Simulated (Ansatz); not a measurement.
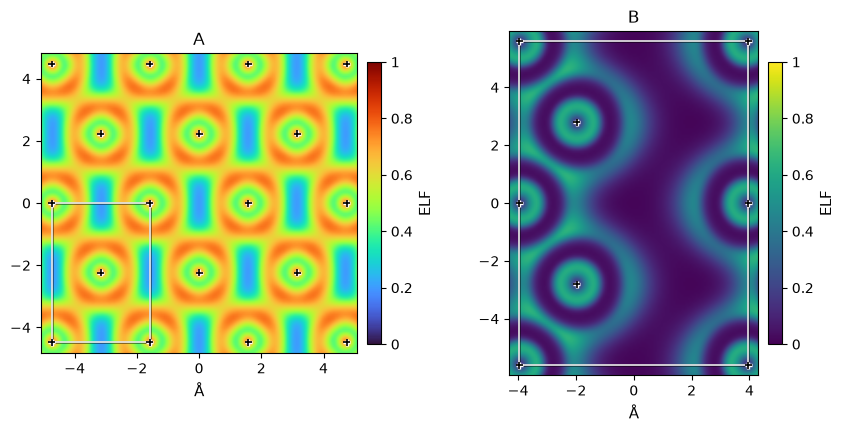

The ELF of 2 systems, each on a plane through atoms (crosses mark nuclei in the plane).

The calculation used DFT, BLYP, plane waves (420 eV) with PAW, scalar-relativistic (Ansatz).

System 1: Si, the (110) plane of the conventional cell. Space group Im-3m; set up as Si, bcc; a generated structure, not necessarily the stable one; changed on purpose from its base cell (volume × 0.96); computed pressure about 3 GPa in this cell.

```
Si
1.0
     3.16048    0.00000    0.00000
     0.00000    3.16048    0.00000
     0.00000    0.00000    3.16048
Si
2
Direct
  0.00000 0.00000 0.00000
  0.50000 0.50000 0.50000
```

System 2: Na, the (011) plane of the conventional cell. Space group Fd-3m; set up as Na, diamond; a generated structure, not necessarily the stable one.

```
Na
1.0
     7.92009    0.00000    0.00000
     0.00000    7.92009    0.00000
     0.00000    0.00000    7.92009
Na
8
Direct
  0.75000 0.25000 0.25000
  0.25000 0.75000 0.25000
  0.25000 0.25000 0.75000
  0.75000 0.75000 0.75000
  0.50000 0.00000 0.00000
  0.00000 0.50000 0.00000
  0.00000 0.00000 0.50000
  0.50000 0.50000 0.50000
```

**Match each panel to its system.**

Panel A is system 1, Si: the plane holds Si. Si–Si (2.74 Å): the ELF peaks at about 0.75 between the atoms. Panel B is system 2, Na: the plane holds Na. Na–Na (3.43 Å): the ELF reaches about 0.55 near the midpoint.
